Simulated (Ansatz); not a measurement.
Ga2S

```
Ga S
1.0
     5.05686    0.00000    0.00000
    -2.52843    4.37937    0.00000
     0.00000    0.00000    2.52596
Ga S
2 1
Direct
  0.33333 0.66667 0.50000
  0.66667 0.33333 0.50000
  0.00000 0.00000 0.50000
```

Space group P6/mmm; a structure generated by program, which may or may not match a known phase.

All numbers below come from Ansatz 0.2.0, DFT PBE, scalar-relativistic, plane waves, PAW.

In a PAW calculation such maps are meaningful between the atoms, not at the nuclei.

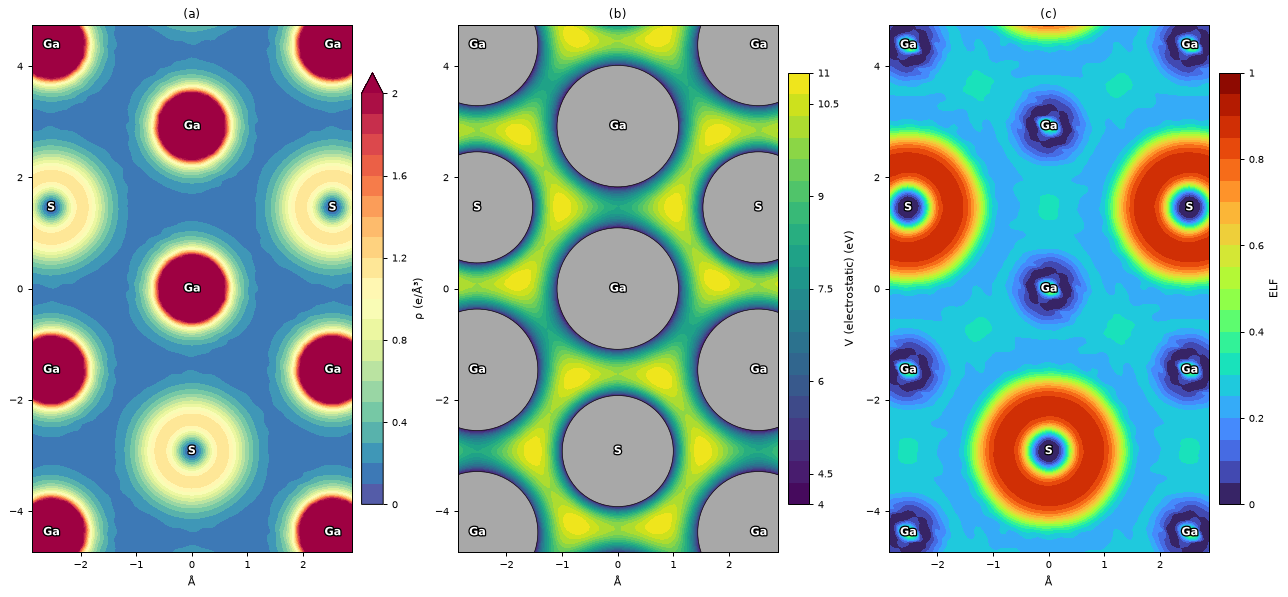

Figure 1. (a) valence pseudo-density; (b) electrostatic potential energy of an electron; (c) ELF on the (001) plane of the conventional cell. Grey discs cover the atomic cores in the potential map.

> Read the bonding off the picture.

- Atoms in the plane: Ga and S.
- Ga–S (2.92 Å): ρ at the midpoint is about 0.2 e/Å³; the ELF peaks at about 0.90 in the valence shell of S, 0.8 Å from its nucleus, and drops to about 0.20 between the two atoms.
- Between the atoms the lowest density in this plane is 0.11 e/Å³.
- The features right at Ga lie inside the PAW spheres, where the map follows smoothed inner orbitals and isn't to be read closely.
- Outside the cores the potential energy rises away from the atoms and is highest about 1.5 Å from the nearest atoms; its zero is arbitrary.

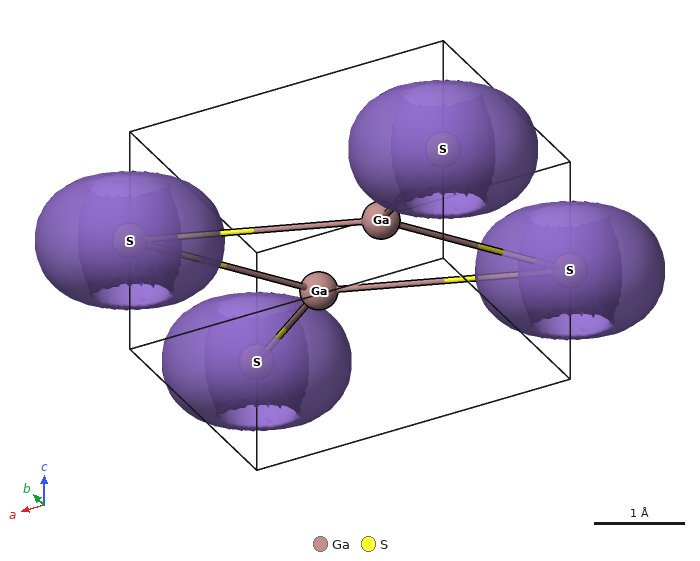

Figure 2. Isosurface of the ELF at 0.8 (purple), seen at an oblique angle. Core shells and regions of very low density are left out. Sticks mark near contacts.

> Identify the bonds, lone pairs and shells in this picture.

At this value the surface marks out one region wrapped around S (its valence shell), counted in one cell of 3 atoms. Regions shared between cells count once. Profiles from the grid: Ga–Ga (2.53 Å): the ELF peaks at about 0.65 between the atoms.

> How much charge does the calculation move between the atoms?

Electrons move from Ga towards S. Bader charges: Ga +0.27 and S −0.55 e.

> Does the calculation give a band gap?

It is gapless in this calculation (a metal or semimetal).
